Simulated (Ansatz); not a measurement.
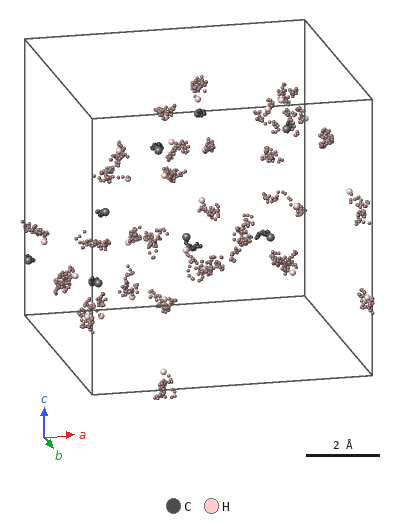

A Born-Oppenheimer molecular dynamics run of a periodic cell with 8 CH4 at 0.423 g/cm³, 100 fs long. It starts from the last geometry of an earlier run, with fresh velocities. Dots mark each atom's position at evenly spaced times, in the colour of its element; spheres stand at the starting positions. Seen from a free direction in the simulation cell.

All numbers below come from Ansatz 0.2.0, DFT LDA, scalar-relativistic, plane waves, PAW. Set-up: plane-wave cutoff 420 eV; k-point mesh 1 × 1 × 1; Fermi-Dirac smearing 0.02 eV; low-accuracy preset; Langevin thermostat (NVT); set temperature 1500 K; time step 0.5 fs; friction 0.5 per fs.

Q: Describe the motion.

A: Root-mean-square distances from the starting positions over the second half, with the common drift of all atoms taken out: H 0.53 Å, C 0.25 Å. The heavy atoms stay within a fraction of a molecule's size of their starting places; so short a run doesn't tell a liquid from a solid. The friction is so strong that the slow modes are overdamped, and the motion no longer resembles free dynamics.

Limits of the set-up: the program's low-accuracy preset was used; the periodic images lie only 8.0 Å apart, so the values are limited by the cell's size.
